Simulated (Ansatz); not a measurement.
LiCl

Input

```
crystal:
  lattice:
    - [0.0, 2.5647612402, 2.5647612402]
    - [2.5647612402, 0.0, 2.5647612402]
    - [2.5647612402, 2.5647612402, 0.0]
  atoms:
    - { symbol: Li, position: [0.0, 0.0, 0.0] }
    - { symbol: Cl, position: [0.5, 0.5, 0.5] }
basis:
  ecutwfc: 500
  ecutrho_ratio: 4
kpoints:
  mp_grid: { grid: [12, 12, 12] }
hamiltonian:
  xc: r2scan
scf:
  occupations: { method: gaussian, width: 0.05 }
output:
  forces: true
  stress: true
  eigenvalues: true
  eigenstates:
    nscf_kmesh: { grid: [20, 20, 20] }
    de_dk: true
    e_range: [-2.5, 9.727400149735]
  write_density: true
  write_potential: true
  elf: true
  volumetric_format: npy
```

Run with:

```sh
ansatz run input.yaml --threads 4 --pin off --max-ram 9216MiB --backend cpu --events-out ev --progress --plain --runs-dir out
```

Below, planes, directions and counts refer to the conventional cell (a = 5.13 Å, b = 5.13 Å, c = 5.13 Å, α = 90.00°, β = 90.00°, γ = 90.00°).

Space group Fm-3m; started from the LiCl prototype.

Method: Ansatz 0.2.0, DFT r2SCAN, scalar-relativistic, plane waves, PAW.

Q: What will maps of the valence pseudo-density and electron localisation function show?

A: Li–Cl (2.56 Å): ρ at the midpoint is about 0.22 e/Å³; the ELF peaks at about 0.90 in the valence shell of Cl, 0.8 Å from its nucleus, and falls to about 0 next to Li: a closed-shell, largely ionic contact.

Q: Metal or insulator at this level of theory?

A: It is gapped, with a Kohn–Sham gap of 7.2 eV on the k-point mesh (the band edges may lie off the mesh, which would make the gap smaller).

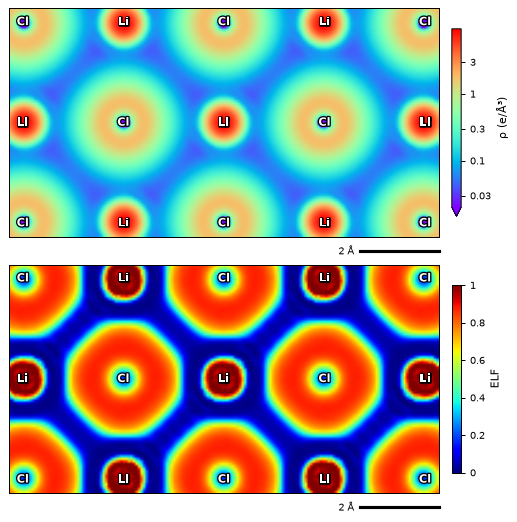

Computed valence pseudo-density and electron localisation function on the (100) plane of the conventional cell, in this order. 
